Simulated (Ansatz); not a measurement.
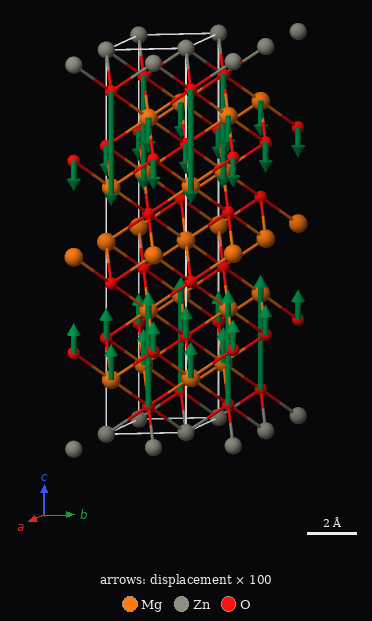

A relaxation of crystalline Mg$_{5}$ZnO$_{6}$ (a generated structure, set up in P-3m1) (coarse preliminary run). The starting structure is drawn; green arrows show the displacements (the part carried along by the change of the cell is left out), 100 times their true length.

The picture is a ball-and-stick view of the cell of the calculation, repeated 2 × 2 × 1 with one cell outlined, seen slightly off an axis.

These are results of DFT PBE, scalar-relativistic, plane waves, PAW in Ansatz 0.2.0, not measurements.

Input file:
```yaml
crystal:
  lattice:
    - [3.31120411, 0.0, 0.0]
    - [-1.65560206, 2.86758688, 0.0]
    - [0.0, 0.0, 16.22152101]
  atoms:
    - { symbol: Mg, position: [0.33333333, 0.66666667, 0.83333333] }
    - { symbol: Mg, position: [0.66666667, 0.33333333, 0.16666667] }
    - { symbol: Mg, position: [0.33333333, 0.66666667, 0.33333333] }
    - { symbol: Mg, position: [0.0, 0.0, 0.5] }
    - { symbol: Mg, position: [0.66666667, 0.33333333, 0.66666667] }
    - { symbol: Zn, position: [0.0, 0.0, 0.0] }
    - { symbol: O, position: [0.66666667, 0.33333333, 0.91666667] }
    - { symbol: O, position: [0.33333333, 0.66666667, 0.08333333] }
    - { symbol: O, position: [0.0, 0.0, 0.25] }
    - { symbol: O, position: [0.66666667, 0.33333333, 0.41666667] }
    - { symbol: O, position: [0.33333333, 0.66666667, 0.58333333] }
    - { symbol: O, position: [0.0, 0.0, 0.75] }
basis:
  ecutwfc: 420
kpoints:
  mp_grid: { grid: [6, 6, 1] }
hamiltonian:
  xc: pbe
scf:
  occupations: { method: gaussian, width: 0.1 }
  lower_state_search: "off"
output:
  forces: true
  stress: true
  eigenvalues: true
relax:
  adjacent_minimum: "off"
  f_tol: 0.04
  max_steps: 70
  cell: { stress_tol: 0.4 }
```

Launched with:
```bash
ansatz run input.yaml --threads 1 --pin off --max-ram 2560MiB --backend cpu --events-out ev --progress --plain --runs-dir out
```

> Atoms of which element are displaced furthest, and by how much?

Oxygen: up to 0.048 Å, against 0.015 Å for magnesium.

> Describe the change and its energy.

After 5 accepted moves (7 points after the start) the energy has fallen by 294 meV per atom. The largest force component goes from 0.27 to 0.0011 eV/Å. The pressure goes from −23.68 to 0.00 GPa. The SCF was repeated twice at an unchanged geometry on a basis and grid sized afresh for the cell, which shifted the energy by 3.1 meV per atom at most. The largest moves relative to the cell, 0.048 Å, are those of O7 and O8. O7 goes along −c. By element the largest moves are O 0.048 Å, Mg 0.015 Å. Zn stays in place. The volume changes by −24.3 %, with a = b 3.311 → 3.019 Å (−8.8 %), c 16.222 → 14.767 Å (−9.0 %). Near-neighbour distances that change, for instance: Mg1–O7 2.341 → 2.115 Å, Mg1–O12 2.341 → 2.132 Å, Zn6–O7 2.341 → 2.162 Å. The space group stays P-3m1 (No. 164). Cost: 64 s on 1 thread of Intel(R) Xeon(R) Processor @ 2.50GHz (Skylake/Cascade Lake), with other jobs on the host, peak memory 0.46 GiB.
